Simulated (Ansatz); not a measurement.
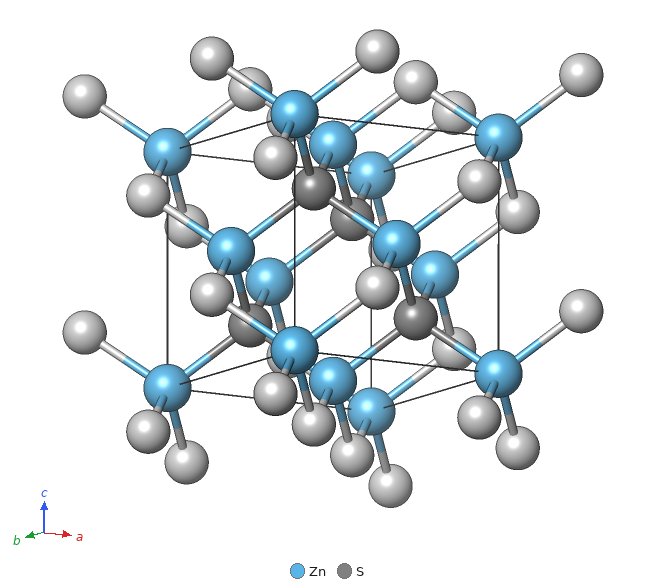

The figure gives a ball-and-stick picture of the atoms, viewed from a general direction. The frame is the conventional unit cell; atoms at its boundary are shown with their periodic copies. The first bonded neighbours in the surrounding cells are also shown, in fainter colours.

ZnS, space group F-43m (No. 216), a = 5.36 Å, b = 5.36 Å, c = 5.36 Å, α = 90.00°, β = 90.00°, γ = 90.00°.

Setup: DFT PBEsol, scalar-relativistic, plane waves, PAW in Ansatz; E_cut = 420 eV, k-points about 0.25 Å⁻¹ apart, Gaussian smearing of 0.02 eV, no spin polarisation.

**What is the band gap, if any?**

A semiconductor at this level, with a gap of 2.09 eV.

**State the hydrostatic pressure.**

The computed pressure is 0.0 GPa, close to zero.

The structure was taken from a structure listed in the Materials Project. Earlier steps of the study, as a rule a relaxation of our own, may have changed the cell and positions, so they can lie some per cent off the listed ones. It was run through Ansatz as a DFT input.
